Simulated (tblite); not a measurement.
Single-point calculation, with input and output: GaN

The run: single-point calculation of GaN (F-43m, 2 atoms in the cell). Method and program: with the settings of its input (tblite 0.8.0).

The structure derives from a Materials Project entry. The geometry comes from this level: r2SCAN. It belongs to a series of runs on one base structure; here: accuracy = 0.01.

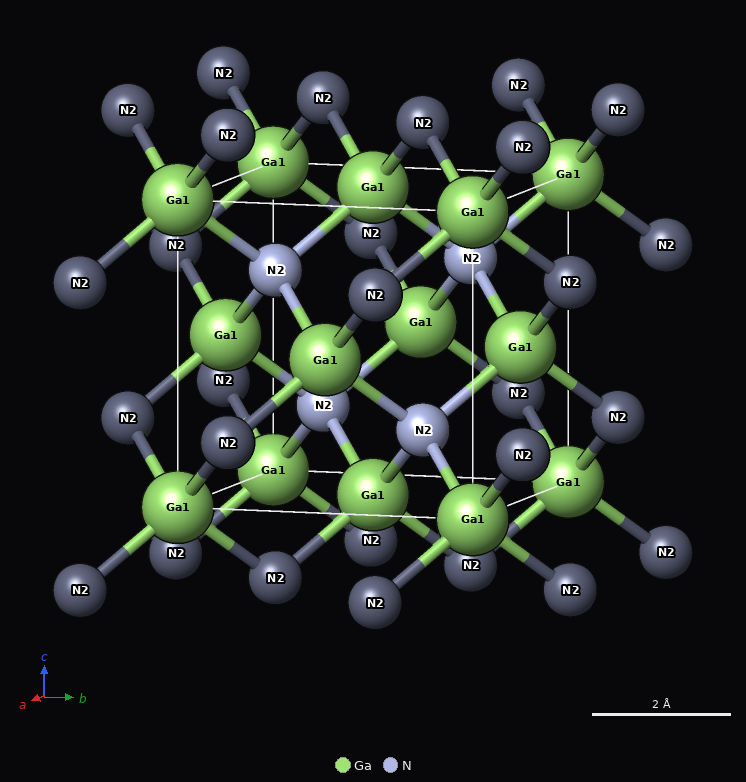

Figure 1. The structure (ball-and-stick view of the cell 4 times as large as that of the calculation, set on its symmetry axes, seen slightly off an axis; neighbours outside the cell are drawn fainter; atoms are numbered from 1 in the order of the input). Near neighbours in the crystal (not all of them lie inside the picture): Ga has 4 N at 1.95 Å; N has 4 Ga at 1.95 Å.

Input file
```python
import json
from ase import Atoms
from ase.build import make_supercell
from ase.units import Bohr, GPa, Hartree
from tblite.interface import Calculator

atoms = Atoms(['Ga', 'N'],
              cell=[[0.0, 2.248953, 2.248953], [2.248953, 0.0, 2.248953], [2.248953, 2.248953, 0.0]],
              scaled_positions=[[0.0, -0.0, -0.0], [0.75, 0.75, 0.75]],
              pbc=True)
cluster = make_supercell(atoms, [[-2, 2, 2], [-2, -2, 2], [2, -2, 2]])
calc = Calculator('GFN2-xTB', cluster.numbers, cluster.positions / Bohr, lattice=cluster.cell[:] / Bohr, periodic=cluster.pbc)
calc.set('temperature', 0.02 / Hartree)
calc.set('max-iter', 150)
calc.set('accuracy', 0.01)
res = calc.singlepoint()
levels = res.get('orbital-energies') * Hartree
nv = round(res.get('orbital-occupations').sum() / 2)
cells = len(cluster) // len(atoms)
out = {'energy_per_cell': res.get('energy') * Hartree / cells, 'homo': levels[nv - 1], 'lumo': levels[nv],
       'stress': (-res.get('virial') * Hartree / cluster.get_volume() / GPa).tolist(), 'charges': res.get('charges')[:len(atoms)].tolist(), 'electrons': 2 * nv / cells}
json.dump(out, open('results.json', 'w'))
for key, value in out.items():
    print(key, value)
```

Launch command:
```bash
python run.py
```

Log
```
------------------------------------------------------------
  cycle        total energy    energy error   density error
------------------------------------------------------------
      1     -124.7856670675  -1.2534845E+02   3.7718134E-01
      2     -126.4112498610  -1.6255828E+00   1.8486126E-01
      3     -128.2294567292  -1.8182069E+00   1.8726974E-01
      4     -134.0864791654  -5.8570224E+00   5.6022056E-02
      5     -133.8420048126   2.4447435E-01   5.1179130E-02
      6     -134.4250939753  -5.8308916E-01   4.9066811E-03
      7     -134.4251781264  -8.4151088E-05   4.9180764E-03
      8     -134.4270322073  -1.8540810E-03   3.9478060E-03
      9     -134.4302978802  -3.2656729E-03   5.3969653E-04
     10     -134.4303235770  -2.5696747E-05   2.1515034E-05
     11     -134.4303236235  -4.6541004E-08   2.1769543E-06
     12     -134.4303236237  -1.8877699E-10   1.2022156E-06
     13     -134.4303236233   3.6629899E-10   2.1291753E-06
     14     -134.4303236235  -1.9039703E-10   1.5223722E-06
     15     -134.4303236237  -1.8289370E-10   3.4859691E-07
     16     -134.4303236237  -5.2295945E-12   1.6081801E-07
------------------------------------------------------------

 total:                                   5.846 sec
energy_per_cell -114.31360717205452
homo -11.574430697832545
lumo -9.646891208161572
stress [[-4.876147342463825, -5.454330939881107e-07, 5.45462447554273e-07], [-5.454330937997791e-07, -4.876147342463449, 5.455383830333479e-07], [5.45462447374256e-07, 5.455383827919492e-07, -4.87614734246281]]
charges [0.3370546141097536, -0.33704601613411]
electrons 8.0
```

Summary

| quantity | value |
| --- | --- |
| outcome | converged |
| space group (tolerance 0.01 Å) | F-43m (216) |
| electrons treated | 8 |
| total energy | −114.3136 eV |
| band gap | 1.93 eV |
| pressure | −4.88 GPa |
| hardware | 1 thread of Arm Neoverse V2, 24 GiB of memory available, shared host |
| wall time | 6.4 s |
| peak memory | 0.12 GiB |

Settings chosen away from the usual ones: accuracy = 0.01.
